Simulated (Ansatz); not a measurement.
System: Rh.

```
CELL_PARAMETERS angstrom
0.00000 0.00000 -3.80310
0.00000 -3.80310 0.00000
-3.80310 0.00000 0.00000
ATOMIC_POSITIONS crystal
Rh 0.00000 0.72634 0.25000
Rh 0.50000 0.22634 0.25000
Rh 0.00000 0.27366 0.75000
Rh 0.50000 0.77366 0.75000
```

Space group Cmcm; not relaxed (largest force 1.2 eV/Å); computed pressure about −3 GPa in this cell; computed without spin polarisation.

The calculation used DFT PBEsol, scalar-relativistic, plane waves, PAW (Ansatz 0.2.0).

Q: What will maps of the valence pseudo-density and electron localisation function show?

A: Rh–Rh (2.69 Å): ρ at the midpoint is about 0.37 e/Å³; the ELF is about 0.25 at the midpoint (no shared electron pair shows on this line).

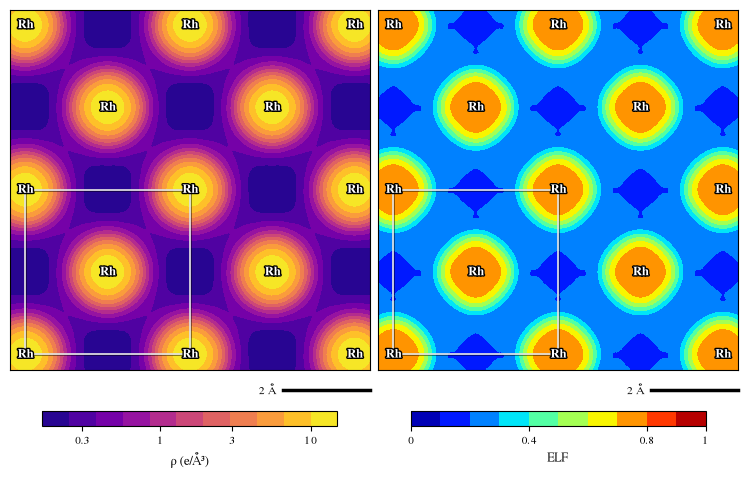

Computed valence pseudo-density and electron localisation function on the (001) plane of the conventional cell, in this order. 
